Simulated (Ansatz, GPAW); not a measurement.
# CuI (110), 8 units: simulated STM images, part 3 of 3

Wanted: filled- and empty-state images of CuI (110), 8 units, with its work function.

GPAW 26.7.0 and Ansatz 0.2.0; Ansatz plane waves; layer without images along its normal, relaxation of atoms and in-plane cell; PAW set soft_1 (the session's first sound run).

So far, upper work function (eV): step 3 (the slab's potential) 3.95.

## (4) A second plane-wave code

A second program with its own datasets checks the number independently.

This step: Ansatz plane waves; slab in vacuum with a dipole correction; PAW set soft_1 (Ansatz 0.2.0).

input.yaml reads:

```yaml
crystal:
  lattice:
    - [4.2942638803, 0.0, 0.0]
    - [0.0, 6.0616433563, 0.0]
    - [0.0, 0.0, 53.7459721853]
  atoms:
    - { symbol: Cu, position: [0.5, 0.5733909852, 0.1607344698] }
    - { symbol: I, position: [0.0, 0.7508776131, 0.1452956514] }
    - { symbol: Cu, position: [0.0, -0.023482688, 0.1863783738] }
    - { symbol: I, position: [0.5, 0.234348634, 0.18867398] }
    - { symbol: Cu, position: [0.5, 0.4905788559, 0.2281271923] }
    - { symbol: I, position: [0.0, 0.7412945231, 0.2278659171] }
    - { symbol: Cu, position: [0.0, -0.0086684664, 0.2678930956] }
    - { symbol: I, position: [0.5, 0.2416605432, 0.2683078135] }
    - { symbol: Cu, position: [0.5, 0.4913315336, 0.3083916906] }
    - { symbol: I, position: [0.0, 0.7416605432, 0.3079769728] }
    - { symbol: Cu, position: [0.0, -0.0094211441, 0.3481575939] }
    - { symbol: I, position: [0.5, 0.2412945231, 0.3484188691] }
    - { symbol: Cu, position: [0.5, 0.476517312, 0.3899064124] }
    - { symbol: I, position: [0.0, 0.734348634, 0.3876108062] }
    - { symbol: Cu, position: [0.0, 0.0733909852, 0.4155503164] }
    - { symbol: I, position: [0.5, 0.2508776131, 0.4309891348] }
kpoints:
  mp_grid: { grid: [7, 5, 1] }
hamiltonian:
  xc: pbe
  pseudopotentials: { kind: paw, azcp: { folder: soft_1 } }
scf:
  occupations: { method: fermi_dirac, width: 0.05 }
efield:
  axis: 3
  dipole_correction: true
  ramp_width: 0.05
output:
  forces: true
  write_potential: true
  write_density: true
  volumetric_format: npy
  elf: true
```

The run is started by

```
ansatz run input.yaml --threads 4 --pin off --max-ram 8192MiB --backend cpu --events-out ev --progress --plain --runs-dir out
```

Numbers of over 12 decimals in the logs are rounded to 6 here.

Output:

```text
[...]
Crystal: 16 atoms, lattice volume = 1399.024 Å³
Basis set: ecut = 420 eV, 27385 PW (Γ), exchange–correlation on 60×90×720 points (8 copies of the dense FFT grid, shifted against one another)
Bands: 173, of which v1, the nominal top of the filled ones, is band 144 counted from 1 (143 counted from 0)
Symmetry: 2 space group operations
k-points: 12 of 35 (time reversal used)
[...]
SCF iter   1: F=—  HF=-113109.386543 eV  |F-HF|=—  |Δ(HF+E_count)|=         —  Δρ=3.50e-2  dr2=1.16e1  ethr=3.10e-3  p=0.000 e·Å  D=2.63e-8 V/Å  ΔV_dip=-0.00 eV  dr2_dipole=7.75e-8  V_vac-E_F(+/−)=3.79/3.79 eV  ⟨swp⟩=12.2  Hψ=11067  notcnv=0  defer=85
efield: sawtooth ramp at fractional position 0.7631 (placed from the atoms, in the widest stretch of the axis that holds none; the zero of the levels goes with the place), width 0.0500; the density the first Hamiltonian is built on has a dipole p = 0.000 e·Å; the dipole correction subtracts the counter field D = 2.63e-8 V/Å, which shifts the + side's vacuum level by -0.00 eV against the − side's; the planar-averaged density in the ramp window peaks in size at 4.0e-7 e/Å³
[...]
SCF iter   2: F=—  HF=-113109.829845 eV  |F-HF|=—  |Δ(HF+E_count)|=   4.43e-1  Δρ=3.01e-2  dr2=6.67e0  ethr=3.10e-3  p=0.000 e·Å  D=2.08e-5 V/Å  ΔV_dip=-0.00 eV  dr2_dipole=1.35e-7  V_vac-E_F(+/−)=4.65/4.65 eV  ⟨swp⟩=3.0  Hψ=4290  notcnv=0  defer=248
[...]
SCF iter  14: F=-113107.584795 eV  HF=-113107.584795 eV  |F-HF|=2.47e-8  |Δ(HF+E_count)|=   2.20e-8  Δρ=1.99e-6  dr2=3.18e-8  ethr=3.47e-11  p=0.000 e·Å  D=2.85e-9 V/Å  ΔV_dip=-0.00 eV  dr2_dipole=3.39e-13  V_vac-E_F(+/−)=3.95/3.95 eV  ⟨swp⟩=7.2  Hψ=13738  notcnv=0
SCF 1 converged in 14 iterations: F = -113107.584795 eV  dr2 = 3.18e-8
[...]
WARN: The output density's exchange-correlation potential varies sharply where the density is thin. Do not read a vacuum level from v_tot or v_xc, or from such a field of the output density. On a cell that repeats whose density bears no net charge and no dipole along the vacuum's axis use v_es (v_loc + v_h of the components); under efield.dipole_correction with no amplitude use v_es + v_field, which holds any externa [...]
SCF converged after 14 iterations
Free energy (F): -113107.584795 eV
[...]
Internal energy: -113107.584795 eV  (E = F + TS)
E sigma→0 (E₀):  -113107.584795 eV
Entropy (-TS):   -0.000000 eV (-0.000 meV/atom)
Fermi energy:    0.109086 eV
Dipole field:    D = 0.000000 V/Å  (p = 0.000002 e·Å, saw-weighted, corrected)
Work function:   Φ+ = 3.9511 eV   Φ− = 3.9511 eV
Levels:          The Fermi level and band energies are counted from a zero that moves with the ramp; work functions are not
[...]
--- Forces (eV/Å), atoms counted from 1 ---
  atom   1  Cu     0.00000000     0.00341790     0.00138289
  atom   2  I      0.00000000    -0.00306509    -0.00313948
  atom   3  Cu    -0.00000000    -0.00321752     0.00221011
  atom   4  I     -0.00000000     0.00023298    -0.00199005
  atom   5  Cu     0.00000000    -0.00072585    -0.00147491
  atom   6  I     -0.00000000     0.00289843     0.00171329
  atom   7  Cu     0.00000000    -0.00204322    -0.00135742
  atom   8  I      0.00000000     0.00250024     0.00135269
  atom   9  Cu     0.00000000    -0.00204334     0.00135779
  atom  10  I      0.00000000     0.00250071    -0.00135277
  atom  11  Cu     0.00000000    -0.00072581     0.00147543
  atom  12  I     -0.00000000     0.00289811    -0.00171286
  atom  13  Cu    -0.00000000    -0.00321801    -0.00220983
  atom  14  I     -0.00000000     0.00023444     0.00199083
  atom  15  Cu     0.00000000     0.00341893    -0.00138266
  atom  16  I      0.00000000    -0.00306679     0.00313688
  max |Σ_I F_I| component: 3.86e-6 eV/Å
--- Band table (eV; the first three rows and the last of 12) ---
  k-point 0: bands = [... 140 lower, -0.7883, -0.7132, -0.6416, -0.5920, 0.7839, 1.3320, 1.9194, 2.1674, ... 25 higher]
  k-point 1: bands = [... 140 lower, -0.8922, -0.8368, -0.7908, -0.7730, 1.3126, 1.4785, 1.7842, 2.0449, ... 25 higher]
  k-point 2: bands = [... 140 lower, -1.1412, -1.1078, -1.1048, -1.1024, 1.6452, 1.7280, 1.8806, 1.9784, ... 25 higher]
  k-point 11: bands = [... 140 lower, -1.4457, -1.4374, -1.3123, -1.2924, 1.8413, 2.0592, 2.4468, 2.4550, ... 25 higher]
```

It took 4 min on 4 threads of Arm Neoverse V1, shared host; peak memory 5.2 GiB.

The column dr2 measures how far the density is from self-consistency, as an energy; F and HF (Harris–Foulkes) agree once it is small.

Numbers from this step:

```yaml
symmetry_operations: 2
upper_work_function: 3.951 eV
lower_work_function: 3.951 eV
dipole_along_the_normal: 2.31e-6 e·Å
dipole_field: 2.99e-7 V/Å
vacuum_level_above: 4.060 eV
vacuum_level_below: 4.060 eV
```

The electrostatic potential energy of an electron (with the applied field's), less the Fermi level, planar mean oscillates, so the rows of the table below give means over windows of 2.09 Å about each position, cut where the curve ends. Its maxima inside the range that stand out by 2 % of the span (Å: eV): 9.1: -2.39, 11.2: 0.243, 13.3: 0.344, 15.5: 0.255, 17.6: 0.376, 19.9: 0.138, 21.8: -2.42. Its minima: 8.4: -5.69, 10.0: -7.42, 12.2: -7.22, 14.3: -7.17, 16.6: -7.21, 18.7: -7.20, 21.1: -7.37, 22.5: -5.67.

The electrostatic potential energy of an electron (with the applied field's), less the Fermi level, planar mean by z; means over each step:

```csv
z (Å),"electrostatic potential energy of an electron (with the applied field's), less the Fermi level, planar mean (eV)"
1.04,3.95
3.13,3.95
5.22,3.90
7.31,-0.796
9.40,-5.09
11.49,-3.79
13.58,-3.79
15.67,-3.80
17.77,-3.78
19.85,-3.73
21.95,-4.77
24.03,0.764
26.12,3.93
28.21,3.95
30.30,3.95
32.39,3.95
34.48,3.95
36.58,3.95
38.66,3.95
40.75,3.95
42.84,3.95
44.94,3.95
47.02,3.95
49.11,3.95
51.20,3.95
53.30,3.95
```

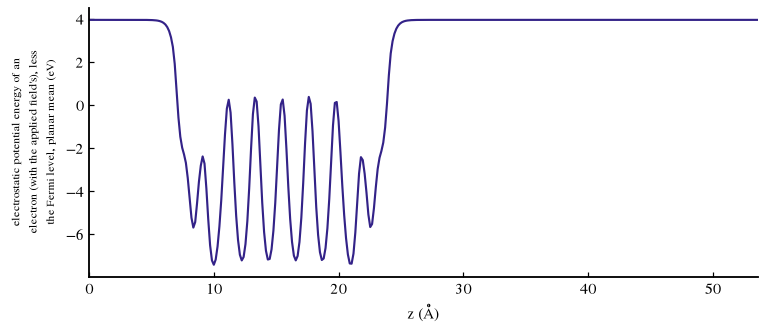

Electrostatic potential energy of an electron (with the applied field's), less the Fermi level, planar mean, plotted against z.

The valence density, planar mean oscillates, so the rows of the table below give means over windows of 2.09 Å about each position, cut where the curve ends. Its maxima inside the range that stand out by 2 % of the span (Å: e/Å³): 8.7: 1.18, 10.0: 1.64, 12.2: 1.66, 14.3: 1.61, 16.6: 1.66, 18.7: 1.63, 20.9: 1.63, 22.4: 1.16. Its minima: 9.3: 0.273, 11.2: 0.160, 13.3: 0.157, 15.5: 0.160, 17.6: 0.156, 19.9: 0.161, 21.6: 0.272.

Valence density, planar mean against z; means over each step:

```csv
z (Å),"valence density, planar mean (e/Å³)"
3.13,6.0e-6
5.22,0.00266
7.31,0.335
9.40,0.879
11.49,0.628
13.58,0.628
15.67,0.619
17.77,0.619
19.85,0.584
21.95,0.782
24.03,0.217
26.12,8.7e-4
28.21,2.0e-6
```

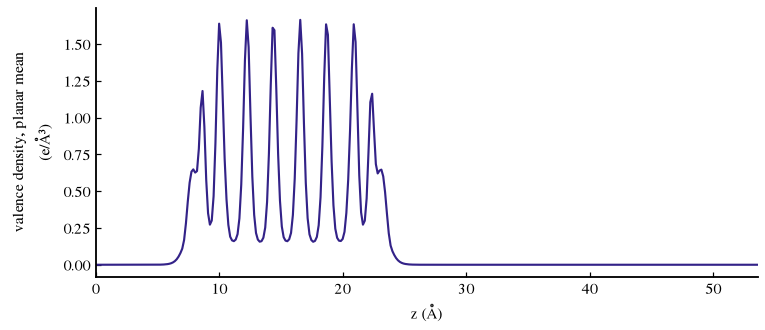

Valence density, planar mean, plotted against z.

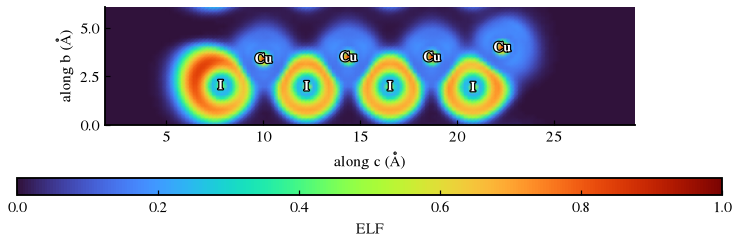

ELF in the cb plane at fractional x = 0.000, with atoms of I and Cu within 0.2 Å of it. It is the smooth field of the valence electrons, not physical close to the nuclei. The map starts off the cell's origin, so that atoms lie inside it. The far vacuum is left out of the map.

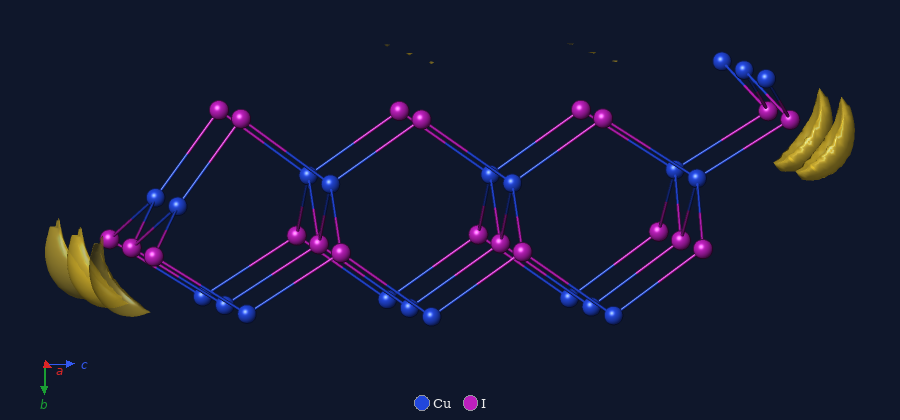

Surface of ELF = 0.79. 2×1×1 cells are drawn.

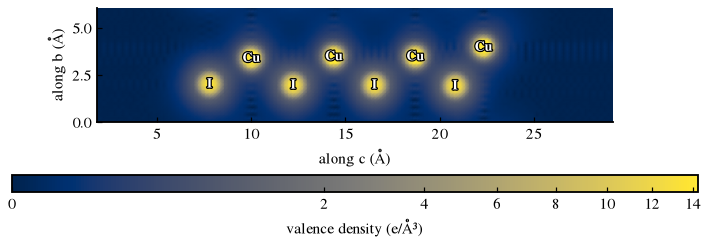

Valence density in the cb plane at fractional x = 0.000, with atoms of I and Cu within 0.2 Å of it. It is the smooth field of the valence electrons, not physical close to the nuclei. The map starts off the cell's origin, so that atoms lie inside it. The colour scale is stretched toward low values. The far vacuum is left out of the map.

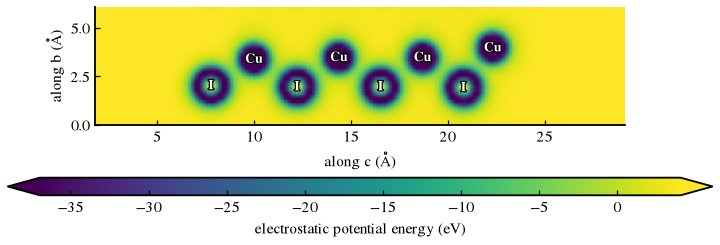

Electrostatic potential energy in the cb plane at fractional x = 0.000, with atoms of I and Cu within 0.2 Å of it. With pseudopotentials it is smooth inside the atoms' cores, unlike the true potential. The map starts off the cell's origin, so that atoms lie inside it. The far vacuum is left out of the map.

In a gap the Fermi level hangs on smearing and numerics; here the upper work functions are 3.951 and 3.948 eV.

## (5) Side by side

Results and costs are gathered.

This step: comparison of work functions, dipole and cost; PAW set soft_1 (GPAW 26.7.0).

Ladder, by row:

```csv
step,code,"work function, upper (eV)","work function, lower (eV)",dipole (e Å),wall time (s),peak memory (GiB),threads
pw,GPAW,3.948,3.948,0.00108,2173,1.8,1
ansatz,Ansatz,3.951,3.951,2.31e-6,241.9,5.19,4
```

## (6) A changed run

One more run, with changed settings.

This step: GPAW, PAW setups; slab in vacuum (GPAW 26.7.0).

run.py reads:

```python
import json
import numpy as np
from ase import Atoms
from gpaw import GPAW, PW

slab = Atoms(
    ['Cu', 'I', 'Cu', 'I', 'Cu', 'I', 'Cu', 'I', 'Cu', 'I', 'Cu', 'I', 'Cu', 'I', 'Cu', 'I'],
    positions=[
        [2.14713, 3.47569, 8.82977],
        [0.00000, 4.55155, 8.00000],
        [0.00000, -0.14234, 10.20803],
        [2.14713, 1.42054, 10.33141],
        [2.14713, 2.97371, 12.45186],
        [-0.00000, 4.49346, 12.43782],
        [-0.00000, -0.05255, 14.58912],
        [2.14713, 1.46486, 14.61141],
        [2.14713, 2.97828, 16.76576],
        [-0.00000, 4.49568, 16.74347],
        [-0.00000, -0.05711, 18.90301],
        [2.14713, 1.46264, 18.91705],
        [2.14713, 2.88848, 21.14684],
        [-0.00000, 4.45136, 21.02346],
        [0.00000, 0.44487, 22.52510],
        [2.14713, 1.52073, 23.35487]],
    cell=[[4.29426, 0.0, 0.0], [0.0, 6.06164, 0.0], [0.0, 0.0, 31.3549]],
    pbc=[True, True, False])

slab.calc = GPAW(mode=PW(400), xc='PBE', kpts={'size': (1, 1, 1), 'gamma': True},
                 occupations={'name': 'fermi-dirac', 'width': 0.05}, nbands='160%',
                 convergence={'density': 1e-05}, maxiter=50,
                 poissonsolver={'dipolelayer': 'xy'},
                 symmetry={'tolerance': 1e-3}, txt='slab.txt')
result = {}
energy = slab.get_potential_energy()
fermi = slab.calc.get_fermi_level()
v = slab.calc.get_electrostatic_potential().mean((0, 1)) - fermi
n = slab.calc.get_pseudo_density().mean((0, 1))
L = slab.cell[2, 2]
z = np.arange(len(v)) * L / len(v)
low, high = slab.positions[:, 2].min(), slab.positions[:, 2].max()
below, above = np.interp([low - 5.8, high + 5.8], z, v)
slopes = [np.interp(x, z, np.gradient(v, z)) for x in (low - 5.8, high + 5.8)]
eps = np.array([[slab.calc.get_eigenvalues(k, s) for k in range(len(slab.calc.get_ibz_k_points()))]
                for s in range(slab.calc.get_number_of_spins())]) - fermi
top, bottom = eps[eps < 0].max(), eps[eps > 0].min()
dipole = slab.get_dipole_moment()[2]
print(f'energy {energy:.4f} eV, Fermi level {fermi:.4f} eV, dipole {dipole:.5f} e A')
print(f'potential 5.8 A off the faces, from the Fermi level: lower {below:.4f} eV, upper {above:.4f} eV')
print(f'slope of the potential there: lower {slopes[0]:.5f}, upper {slopes[1]:.5f} eV/A')
print(f'nearest levels on the mesh: {top:.4f} and {bottom:.4f} eV')
print('magnetic moment', round(slab.get_magnetic_moment(), 3))
result.update(energy=energy, fermi=fermi, dipole=dipole, below=below, above=above, slopes=slopes, edges=[top, bottom],
              z=z.tolist(), v=v.tolist(), n=n.tolist(), positions=slab.positions.tolist(),
              forces=slab.get_forces(apply_constraint=False).tolist(), moments=slab.get_magnetic_moments().tolist())
json.dump(result, open('result.json', 'w'))
```

The run is started by

```
OMP_NUM_THREADS=1 OPENBLAS_NUM_THREADS=1 python run.py
```

Output:

```text
energy -29.4809 eV, Fermi level 1.0970 eV, dipole 0.00102 e A
potential 5.8 A off the faces, from the Fermi level: lower 3.8839 eV, upper 3.8842 eV
slope of the potential there: lower -0.00011, upper 0.00011 eV/A
nearest levels on the mesh: -0.6581 and 0.6449 eV
magnetic moment 0.0
```

Run time: 42 s. Hardware: 1 thread; peak memory 0.32 GiB.

The run finished. A setting was moved off its sound value on purpose, so it serves as a test and not as the result.

The fault put into the input: one k-point (kpts = [1, 1]).

The two runs compared:

```csv
quantity,this run,sound run,difference
upper work function (eV),3.8842,3.9483,-0.0641
lower work function (eV),3.8839,3.9485,-0.0645
upper ionisation energy (eV),4.5423,4.6511,-0.109
```

One result that differs is the upper ionisation energy, 4.54 eV against 4.65 eV.

## (7) Outcome

```json
{
 "work function, both faces (Fermi level placed in the gap by the smearing)": "3.95 eV",
 "ionisation energy from the upper face (highest filled level on the mesh)": "4.65 eV",
 "electron affinity from the upper face (lowest empty Kohn-Sham level on the mesh)": "3.27 eV",
 "dipole along the normal": "0.0011 e Å, near the numerical noise",
 "corrugation at -1 V": "0.999 Å",
 "corrugation at 1 V": "0.501 Å"
}
```

**Reading.** The corrugation at constant current is largest at -1 V, where the tip height varies by 1.00 Å over the cell. Negative sample bias images filled states, positive bias empty ones. The levels nearest the Fermi level on the mesh lie 1.38 eV apart, so the slab is gapped there: the smearing puts the Fermi level inside the gap, and from either face the ionisation energy is the work function plus 0.70 eV. Both are Kohn-Sham levels on the mesh, and semilocal gaps are too small, so the affinity tends to come out too large and the ionisation energy too small. The images are of Tersoff-Hamann type: an s-wave tip, no tip-sample forces, heights closer than in a microscope. With elements this heavy, spin-orbit coupling can move band edges by tenths of an eV. Biases count from a Fermi level whose place in the gap is arbitrary, so only their reach past the band edges has a meaning. The small printed dipole stands for a step of -7.5 meV from the lower to the upper face, and the probes find -0.18 meV; values this small are near the numerical noise of both. The layer's cell and atoms come from the relaxation; spin-orbit coupling and temperature are left out.

[Logs are printed without paths, hosts, clocks, repeated set-up lines and the standing remarks that a program may print on its own settings, such as how far it seeks lower states.]

[Hosts, paths, dates, database ids (printed as entryN), source tags and the programs' standing remarks are cut or masked in the printed files.]
